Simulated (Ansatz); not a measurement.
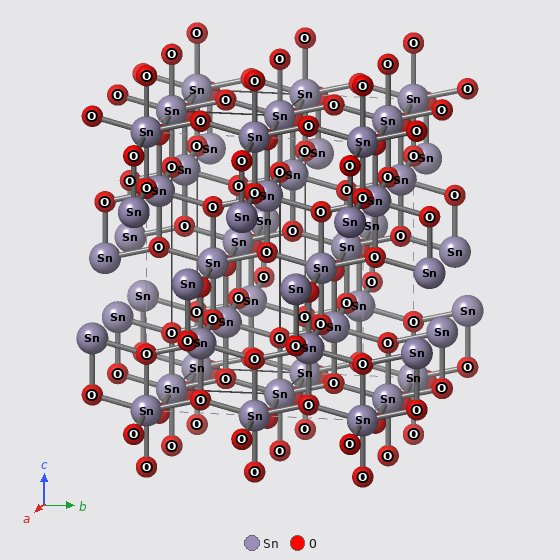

SnO2 (space group I4_1/amd, No. 141). Coordinates: coordinates from a relaxation with Ansatz, DFT PBE, scalar-relativistic, plane waves, PAW.

Bonds are taken as O–Sn below 2.4 Å. Atoms with one bond or none are removed and atoms with two bonds are replaced by edges, until no such atom is left.

What kind of net remains, and which atoms are its nodes?

A binodal (3,6)-connected, three-periodic net: O is a 3-connected node; Sn is a 6-connected node, in the ratio 2:1.

Does the net have a name?

It is the ant net, known from anatase.

Is the net interpenetrated?

It is a single net, without interpenetration.

How many nodes does the smallest cycle have?

Four.

The simplified net, drawn on the atoms' positions. Nodes are coloured by element. Short stubs are edges that leave the cut-out.

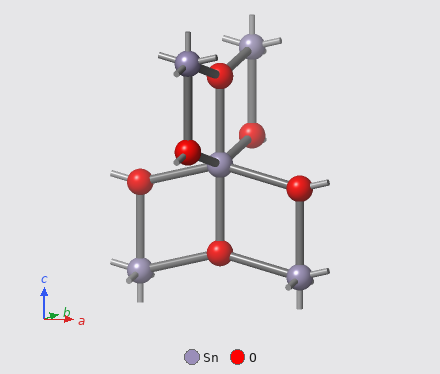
